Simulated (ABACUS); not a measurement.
**Run report: P, band-structure run (part 2 of 2)**

The same run, continued: P (Cmce, 4 atoms in the cell); Kohn-Sham DFT of a periodic cell, r2SCAN, SG15 ONCV 1.2 PBE, no spin polarisation (ABACUS 3.10.1); cutoff 938.79 eV, 5×5×4 k-mesh, fermi-dirac of 0.05 eV. The structure derives from a Materials Project entry.

Geometry of the input (Å; fractional positions):
```
1.6477  -5.4650  0.0000
1.6477  5.4650  0.0000
0.0000  0.0000  4.5436
P  0.9041  0.0959  0.5888
P  0.0959  0.9041  0.4112
P  0.5959  0.4041  0.0888
P  0.4041  0.5959  0.9112
```

Log, continued:
```
----------------------------------------------------------
 E_KohnSham     -52.7782782717       -718.0853151246
 E_Harris       -52.6540860788       -716.3955936535
 E_Fermi        0.5040321344         6.8577090026
----------------------------------------------------------

 PW ALGORITHM --------------- ION=   1  ELEC=   3--------------------------------

 Density error is 0.000193373526488
                          Error Threshold = 3.00375244094e-05
----------------------------------------------------------
     Energy           Rydberg                 eV
----------------------------------------------------------
 E_KohnSham     -52.7793563068       -718.0999825454
 E_Harris       -52.8060850682       -718.4636459999
 E_Fermi        0.5080501552         6.9123769799
----------------------------------------------------------

 PW ALGORITHM --------------- ION=   1  ELEC=   4--------------------------------

 Density error is 5.18814092362e-06
                          Error Threshold = 9.66867632439e-07
----------------------------------------------------------
     Energy           Rydberg                 eV
----------------------------------------------------------
 E_KohnSham     -52.7794039168       -718.1006303115
 E_Harris       -52.7801776017       -718.1111568353
 E_Fermi        0.5085914810         6.9197420962
----------------------------------------------------------

 PW ALGORITHM --------------- ION=   1  ELEC=   5--------------------------------

 Density error is 2.57296676353e-07
                          Error Threshold = 2.59407046181e-08
----------------------------------------------------------
     Energy           Rydberg                 eV
----------------------------------------------------------
 E_KohnSham     -52.7794067821       -718.1006692961
 E_Harris       -52.7793215305       -718.0995093888
 E_Fermi        0.5087172522         6.9214533012
----------------------------------------------------------

 PW ALGORITHM --------------- ION=   1  ELEC=   6--------------------------------

 Density error is 8.34179766079e-09
                          Error Threshold = 1.28648338176e-09
----------------------------------------------------------
     Energy           Rydberg                 eV
----------------------------------------------------------
 E_KohnSham     -52.7794068690       -718.1006704793
 E_KS(sigma->0) -52.7794030098       -718.1006179721
 E_Harris       -52.7793882311       -718.1004168977
 E_band         -0.6650604984        -9.0486122924
 E_one_elec     2.8563639446         38.8628252083
 E_Hartree      7.3202209491         99.5967155264
 E_xc           -13.4775862725       -183.3719685932
 E_Ewald        -49.4783977718       -673.1881376063
 E_entropy(-TS) -0.0000077184        -0.0001050145
 E_descf        0.0000000000         0.0000000000
 E_exx          0.0000000000         0.0000000000
 E_Fermi        0.5087173485         6.9214546115
----------------------------------------------------------

 charge density convergence is achieved
 final etot is -718.10067048 eV
 EFERMI = 6.9214546115 eV

 STATE ENERGY(eV) AND OCCUPATIONS    NSPIN == 1
 1/7 kpoint (Cartesian) = 0.0000 0.0000 0.0000 (5353 pws)
       1       -9.94401      0.0200000
       2       -7.06910      0.0200000
       3       -3.60544      0.0200000
       4      -0.346040      0.0200000
       5        1.52706      0.0200000
       6        1.66183      0.0200000
       7        2.43335      0.0200000
       8        3.86518      0.0200000
       9        4.01937      0.0200000
      10        5.49597      0.0200000
      11        7.43283    7.23139e-07
      12        7.98138    1.24353e-11
      13        8.84216    4.14930e-19
      14        9.72976    8.09901e-27
      15        12.4516    1.84958e-50
      16        13.4197    7.21676e-59
      17        14.2243    7.39604e-66
      18        14.6419    1.74520e-69
      19        14.9164    7.21197e-72
      20        15.4933    7.02374e-77

 2/7 kpoint (Cartesian) = 0.060689 -0.018298 0.0000 (5362 pws)
       1       -9.43024      0.0800000
       2       -6.57408      0.0800000
       3       -3.94563      0.0800000
       4      0.0904276      0.0800000
       5       0.287071      0.0800000
       6       0.776574      0.0800000
       7        2.02779      0.0800000
       8        2.97690      0.0800000
       9        4.03417      0.0800000
      10        5.58286      0.0800000
      11        7.78640    2.45611e-09
      12        8.24355    2.62757e-13
      13        10.2417    1.15851e-30
      14        10.4270    2.84851e-32
      15        11.0383    1.39573e-37
      16        11.8367    1.62176e-44
      17        12.0187    4.25891e-46
      18        14.0560    8.58245e-64
      19        14.6892    2.71280e-69
      20        15.5453    9.94006e-77

 3/7 kpoint (Cartesian) = 0.12138 -0.036596 0.0000 (5361 pws)
       1       -7.94144      0.0800000
       2       -5.74337      0.0800000
       3       -5.09573      0.0800000
       4       -2.68447      0.0800000
       5       0.465275      0.0800000
       6       0.941194      0.0800000
       7        2.82233      0.0800000
       8        3.23408      0.0800000
       9        3.82823      0.0800000
      10        4.63186      0.0800000
      11        7.46332    1.57224e-06
      12        7.93292    1.31113e-10
      13        8.14507    1.88325e-12
      14        9.50625    2.83057e-24
      15        9.54984    1.18362e-24
      16        11.0096    2.47754e-37
      17        13.6066    6.86709e-60
      18        13.8619    4.16270e-62
      19        16.2088    1.71480e-82
      20        16.5099    4.15966e-85

 4/7 kpoint (Cartesian) = 0.12138 0.0000 0.0000 (5344 pws)
       1       -7.98047      0.0400000
       2       -5.71361      0.0400000
       3       -4.99079      0.0400000
       4       -2.77629      0.0400000
       5       0.465834      0.0400000
       6       0.838312      0.0400000
       7        2.97564      0.0400000
       8        3.34337      0.0400000
       9        3.57324      0.0400000
      10        4.79804      0.0400000
      11        7.66276    1.45588e-08
      12        7.66286    1.45308e-08
      13        7.98074    2.51907e-11
      14        9.35315    3.02396e-23
      15        9.43511    5.87140e-24
      16        11.2011    2.69006e-39
      17        13.3566    5.09217e-58
      18        14.8092    1.23123e-70
      19        16.2637    2.85891e-83
      20        17.0224        0.00000

 5/7 kpoint (Cartesian) = 0.18207 -0.018298 0.0000 (5360 pws)
       1       -7.87363      0.0800000
       2       -5.78918      0.0800000
       3       -5.26510      0.0800000
       4       -2.53144      0.0800000
       5       0.457370      0.0800000
       6        1.12107      0.0800000
       7        2.60569      0.0800000
       8        3.04262      0.0800000
       9        4.19942      0.0800000
      10        4.45714      0.0800000
      11        7.57008    1.85883e-07
      12        8.14543    1.86969e-12
      13        8.14934    1.72908e-12
      14        9.42455    1.45033e-23
      15        9.59389    4.90490e-25
      16        11.2586    1.70270e-39
      17        13.4727    9.98519e-59
      18        13.9826    3.72353e-63
      19        14.8946    4.45438e-71
      20        16.5703    1.24178e-85

 6/7 kpoint (Cartesian) = 0.060689 0.054894 0.0000 (5342 pws)
       1       -9.35918      0.0800000
       2       -6.74856      0.0800000
       3       -3.93140      0.0800000
       4       0.282932      0.0800000
       5       0.390799      0.0800000
       6       0.767890      0.0800000
       7        1.71497      0.0800000
       8        2.74025      0.0800000
       9        4.56061      0.0800000
      10        5.96728      0.0800000
      11        7.52239    4.82470e-07
      12        8.32767    4.88502e-14
      13        10.4768    1.05114e-32
      14        10.6928    1.39749e-34
      15        10.9690    5.58420e-37
      16        11.9381    2.13338e-45
      17        12.2787    2.34786e-48
      18        12.7229    3.25594e-52
      19        13.9884    3.31336e-63
      20        15.0460    2.16047e-72

[... levels at 1 further k points ...]

------------------------------------------------------------------------------------------
 TOTAL-FORCE (eV/Angstrom)
------------------------------------------------------------------------------------------
                        P1         0.0000000000         0.1012100976        -0.1889632025
                        P2         0.0000000000        -0.1012100976         0.1889632025
                        P3         0.0000000000        -0.1012100976        -0.1889632025
                        P4         0.0000000000         0.1012100976         0.1889632025
------------------------------------------------------------------------------------------

----------------------------------------------------------------
 TOTAL-STRESS (KBAR)
----------------------------------------------------------------
        19.6466399268        -0.0000000000         0.0000000000
        -0.0000000000         9.5980858440        -0.0000000000
         0.0000000000        -0.0000000000        12.1568885101
----------------------------------------------------------------
 TOTAL-PRESSURE: 13.800538 KBAR

 --------------------------------------------
 !FINAL_ETOT_IS -718.1006704793369408 eV
 --------------------------------------------
```

Standard output:
```
ABACUS
v3.10.1

               Atomic-orbital Based Ab-initio Computation at UStc

 dft_functional readin is: MGGA_X_R2SCAN+MGGA_C_R2SCAN
 dft_functional in pseudopot file is: PBE
 Please make sure this is what you need
 UNIFORM GRID DIM        : 60 * 60 * 45
 UNIFORM GRID DIM(BIG)   : 60 * 60 * 45
func,idMGGA_X_R2SCAN 497
func,idMGGA_C_R2SCAN 498
 ---------------------------------------------------------
 Self-consistent calculations for electrons
 ---------------------------------------------------------
 SPIN    KPOINTS         PROCESSORS  THREADS
 1       27              4           4
 ---------------------------------------------------------
 Use plane wave basis
 ---------------------------------------------------------
 ELEMENT NATOM       XC
 P       4
 ---------------------------------------------------------
 Initial plane wave basis and FFT box
 ---------------------------------------------------------
 -------------------------------------------
 SELF-CONSISTENT :
 -------------------------------------------
 START CHARGE      : atomic
 ITER       ETOT/eV          EDIFF/eV         DRHO         DKIN     TIME/s
 DA1     -7.17857133e+02   0.00000000e+00   5.9063e-02   1.3691e-01  37.04
 DA2     -7.18085315e+02  -2.28181717e-01   6.0075e-03   1.6018e-03  10.18
 DA3     -7.18099983e+02  -1.46674207e-02   1.9337e-04   3.5483e-03  13.69
 DA4     -7.18100630e+02  -6.47766186e-04   5.1881e-06   1.3198e-03  13.80
 DA5     -7.18100669e+02  -3.89845928e-05   2.5730e-07   1.8948e-04  14.02
 DA6     -7.18100670e+02  -1.18320090e-06   8.3418e-09   1.9546e-04  14.94
----------------------------------------------------------------
 TOTAL-STRESS (KBAR)
----------------------------------------------------------------
        19.6466399268        -0.0000000000         0.0000000000
        -0.0000000000         9.5980858440        -0.0000000000
         0.0000000000        -0.0000000000        12.1568885101
----------------------------------------------------------------
 TOTAL-PRESSURE: 13.800538 KBAR
```

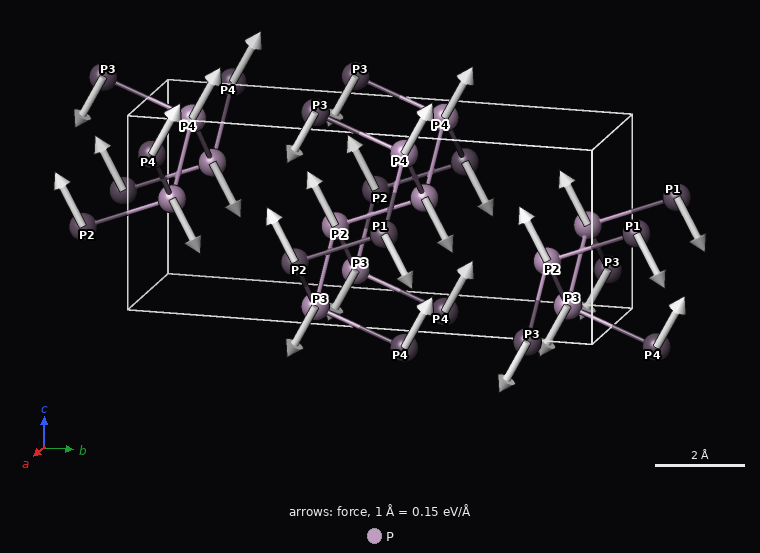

Figure 1. Forces on the atoms as white arrows (ball-and-stick view of the cell 2 times as large as that of the calculation, set on its symmetry axes, seen slightly off an axis; neighbours outside the cell are drawn fainter; atoms are numbered from 1 in the order of the input). The largest act on all 4 P atoms (0.21 eV/Å). The geometry is not a stationary point of this energy.
